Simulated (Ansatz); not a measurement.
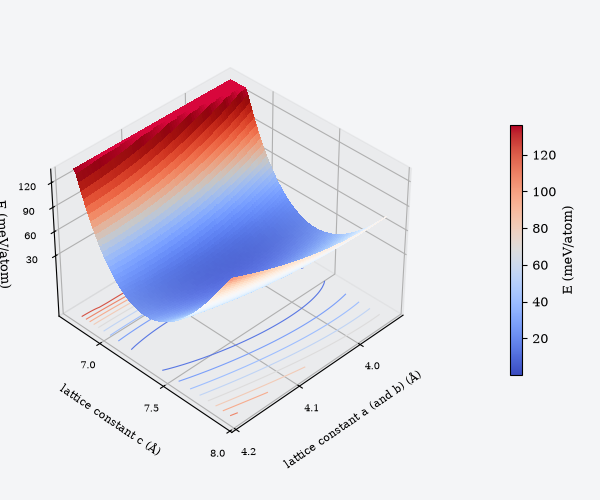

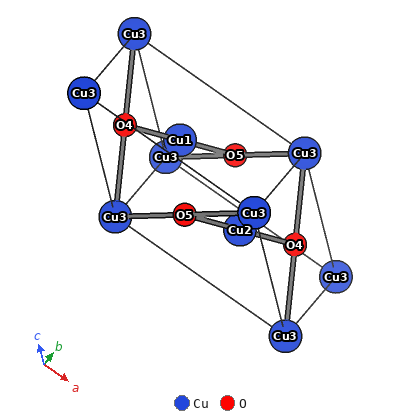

Energy landscape of Cu₃O₂ (I4/mmm, No. 139; 5 atoms in the cell). The energy is mapped over the lattice constants a and c of the conventional cell. First axis: lattice constant a (and b). Second axis: lattice constant c. Nothing is relaxed (symmetry fixes all fractional coordinates). The scan uses a 7 × 7 grid. Points are written as (first, second). Energies are in meV/atom, from the lowest grid point. The runs have no spin polarisation; a magnetic state may lie lower. Level of theory: Ansatz 0.2.0, DFT PBE, scalar-relativistic, plane waves, PAW. Settings: cutoff 520 eV, k-mesh 14×14×14, gaussian smearing 0.15 eV, no spin polarisation.

Drawn: a relief with its contours projected below, any walls above the top of the colour scale cut off. Between grid points the surface is interpolated. The second picture is the structure at the lowest point

Question: Summarise what can be read from the map.

Answer: The lowest grid point is at (4.067 Å, 7.341 Å). No other kind of well shows on this grid. The highest grid point, (3.945 Å, 6.754 Å), lies 210 meV/atom above the lowest.

The input of one point:

```yaml
crystal:
  lattice:
    - [-2.0333354225, 2.0333354225, 3.6707248177]
    - [2.0333354225, -2.0333354225, 3.6707248177]
    - [2.0333354225, 2.0333354225, -3.6707248177]
  atoms:
    - { symbol: Cu, position: [0.25, 0.75, 0.5] }
    - { symbol: Cu, position: [0.75, 0.25, 0.5] }
    - { symbol: Cu, position: [0.0, 0.0, 0.0] }
    - { symbol: O, position: [0.0, 0.5, 0.5] }
    - { symbol: O, position: [0.5, 0.0, 0.5] }
basis:
  ecutwfc: 520.0
kpoints:
  mp_grid: { grid: [14, 14, 14] }
hamiltonian:
  xc: pbe
  pseudopotentials: { kind: paw, azcp: { folder: soft_1 } }
scf:
  occupations: { method: gaussian, width: 0.15 }
output:
  forces: true
  stress: true
  eigenvalues: true
  write_density: true
  write_potential: true
  elf: true
  volumetric_format: npy
```

The whole map (49 points run) took 14 min on 4 threads of Arm Neoverse V2 (shared host).
